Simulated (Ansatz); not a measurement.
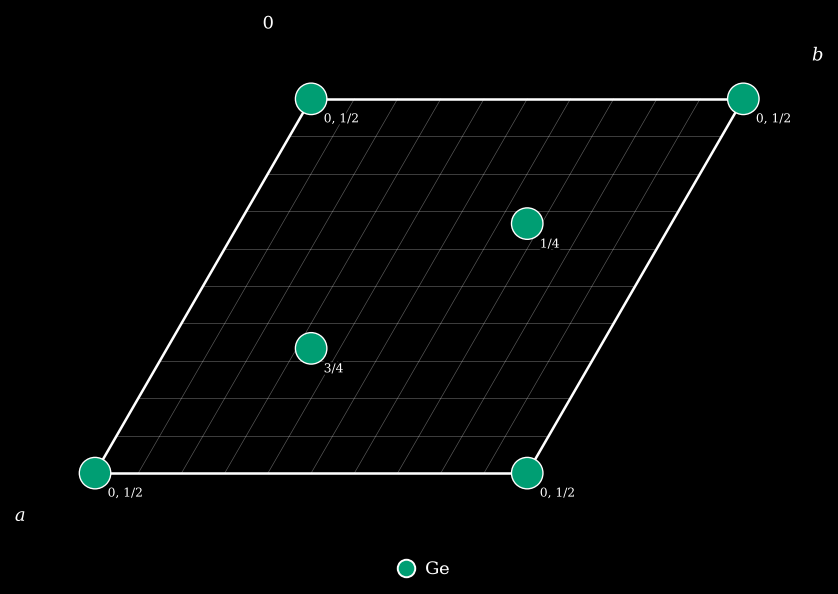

Plan of a unit cell projected along c (a down the page, b across); the numbers are heights as fractions of c, and atoms on the cell's edges are repeated. The grid marks tenths of a and b. Source: the geometry relaxed with DFT, BLYP, plane waves (420 eV) with PAW, scalar-relativistic in Ansatz; the starting structure was generated, so it need not be a known form of this composition. Geometry calculated from the standardised cell; symmetry tolerance 0.002 Å.

a = 3.123 Å, b = 3.123 Å, c = 10.320 Å, α = 90.00°, β = 90.00°, γ = 120.00°.

What does the cell contain?

4 Ge: Ge, Z = 4.

Which space group?

P6_3/mmc (No. 194), primitive hexagonal.

Give the independent sites, coordinates to two places.

| atom | site | symmetry | x | y | z |
| --- | --- | --- | --- | --- | --- |
| Ge | 2a | -3m. | 0.00 | 0.00 | 0.00 |
| Ge | 2c | -6m2 | 0.33 | 0.67 | 0.25 |
